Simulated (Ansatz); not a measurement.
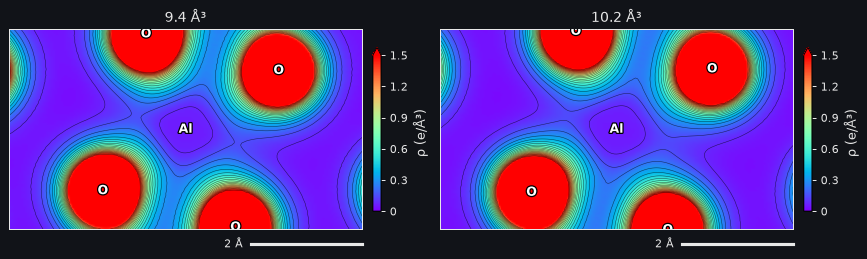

AlO2. The valence pseudo-density of cells scaled evenly to different volumes (given per atom above each panel), on the (001) plane of each (indices in the axes of the cell below), at one length scale and on one colour scale.

A structure from a database of computed crystals, not necessarily the ambient phase.

Level of theory: Kohn-Sham DFT of a periodic cell, PBEsol, Ansatz PAW in Ansatz.

In a PAW calculation such maps are meaningful between the atoms, not at the nuclei.

The largest cell:

```cif
data_structure
_symmetry_space_group_name_H-M 'P 1'
_symmetry_Int_Tables_number 1
_cell_length_a 5.6778
_cell_length_b 5.6778
_cell_length_c 3.6946
_cell_angle_alpha 90.000
_cell_angle_beta 90.000
_cell_angle_gamma 149.201
_cell_volume 60.99
loop_
_atom_site_label
_atom_site_type_symbol
_atom_site_fract_x
_atom_site_fract_y
_atom_site_fract_z
_atom_site_occupancy
Al1 Al 0.66813 0.33187 0.75000 1
Al2 Al 0.33187 0.66813 0.25000 1
O1 O 0.06107 0.93893 0.75000 1
O2 O 0.93893 0.06107 0.25000 1
O3 O 0.29418 0.70582 0.75000 1
O4 O 0.70582 0.29418 0.25000 1
```

| volume (Å³/atom) | Al–O contact in the plane (Å) | ρ at its midpoint (e/Å³) | pressure (GPa) | 
| --- | --- | --- | --- |
| 9.38 | 1.859 | 0.651 | 1.6 | 
| 9.77 | 1.885 | ? | ? | 
| 10.16 | 1.910 | 0.592 | −12.0 | 

What values belong in the row with question marks?

Answer. Over the known rows ln ρ falls by 1.86 per Å of Al–O distance (the line through the two), which gives 0.620 e/Å³ at 1.885 Å; the calculation gives 0.620 e/Å³. For the pressure, a straight line in volume between the neighbouring rows gives −5.2 GPa; the calculation gives −5.9, lower because pressure rises ever faster on compression.
